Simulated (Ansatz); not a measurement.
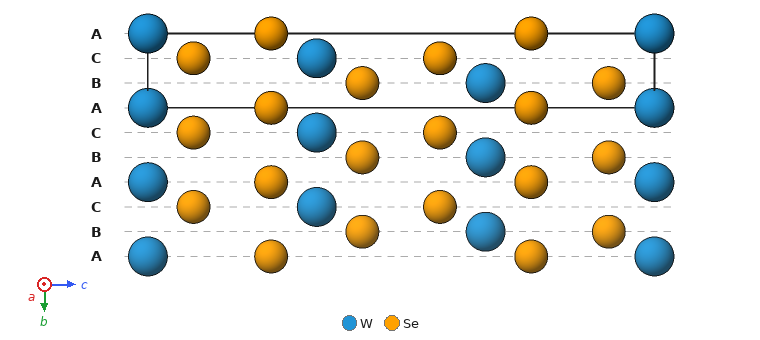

The picture looks along a close-packed row of the hexagonal mesh; c points to the right. The dashed lines mark the three columns A (0, 0), B (1/3, 2/3) and C (2/3, 1/3). The sequence starts with the first layer at or above the cell's origin.

The compound is WSe₂ (space group R-3m, No. 166), taken as coordinates from a relaxation with DFT, PBE-D3(BJ), plane waves, PAW (Ansatz 0.2.0); the starting structure was generated, so it need not be a known form of this composition.

> Read off the stacking sequence over one period.

W(A) – Se(C) – Se(A) – W(C) – Se(B) – Se(C) – W(B) – Se(A) – Se(B) (nine layers in 19.18 Å).

> How are the Se layers alone stacked?

Se layers alone: CABCAB, the cubic type.

> Which positions between or in the Se layers do the other atoms fill?

W: three octahedral sites in each hexagonal cell. Three of the six gaps between Se layers are empty, 2.94 Å wide.

> What short polytype symbol fits?

Polytype symbol 3R, the symbol of a layered MX2 polytype (number of slabs in the repeat and lattice).
